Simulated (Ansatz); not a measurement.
Consider Si.

The calculation's input:

```
crystal:
  lattice:
    - [6.4093345308, 0.0, 0.0]
    - [0.0, 6.4093345308, 0.0]
    - [0.0, 0.0, 5.2750723863]
  atoms:
    - { symbol: Si, position: [0.0450375584, 0.7614542793, 0.3375865148] }
    - { symbol: Si, position: [0.9549624416, 0.2385457207, 0.3375865148] }
    - { symbol: Si, position: [0.7385457207, 0.5450375584, 0.3375865148] }
    - { symbol: Si, position: [0.2614542793, 0.4549624416, 0.3375865148] }
    - { symbol: Si, position: [0.4549624416, 0.2614542793, 0.6624134852] }
    - { symbol: Si, position: [0.5450375584, 0.7385457207, 0.6624134852] }
    - { symbol: Si, position: [0.7614542793, 0.0450375584, 0.6624134852] }
    - { symbol: Si, position: [0.2385457207, 0.9549624416, 0.6624134852] }
    - { symbol: Si, position: [0.0, 0.0, 0.0] }
    - { symbol: Si, position: [0.5, 0.5, 0.0] }
basis:
  ecutwfc: 420
kpoints:
  mp_grid: { grid: [6, 6, 8] }
hamiltonian:
  xc: pbe
scf:
  occupations: { method: gaussian, width: 0.1 }
output:
  forces: true
  stress: true
  eigenvalues: true
  write_density: true
  write_potential: true
  elf: true
  volumetric_format: npy
relax:
  adjacent_minimum: "off"
  f_tol: 0.01
  max_steps: 80
  cell: { stress_tol: 0.05 }
```

Command:

```sh
ansatz run input.yaml --threads 1 --pin off --max-ram 2560MiB --backend cpu --events-out ev --progress --plain --runs-dir out
```

Below, planes, directions and counts refer to the conventional cell (a = 6.42 Å, b = 6.42 Å, c = 5.27 Å, α = 90.00°, β = 90.00°, γ = 90.00°).

The fields are those of the relaxed geometry.

Space group P42₁2; a structure generated by program, which may or may not match a known phase.

Theory: DFT PBE, scalar-relativistic, plane waves, PAW in Ansatz.

> What can the converged valence pseudo-density and electron localisation function tell about the bonding?

Si–Si (2.37 Å): ρ is about 0.54 e/Å³ halfway; the ELF peaks at about 0.95 between the atoms.
Si–Si (2.45 Å): ρ is about 0.47 e/Å³ halfway; the ELF peaks at about 0.90 between the atoms.

> Does the calculation make it a metal, or give it a gap?

It is metallic or semimetallic at this level of theory: no gap opens.

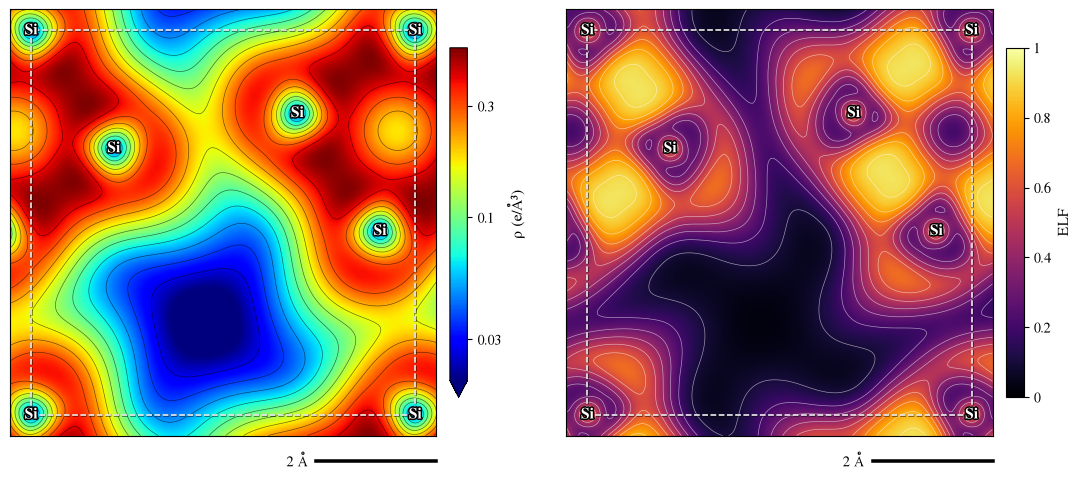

Computed valence pseudo-density and electron localisation function on the (001) plane of the conventional cell, in this order. 

In a PAW calculation such maps are meaningful between the atoms, not at the nuclei.
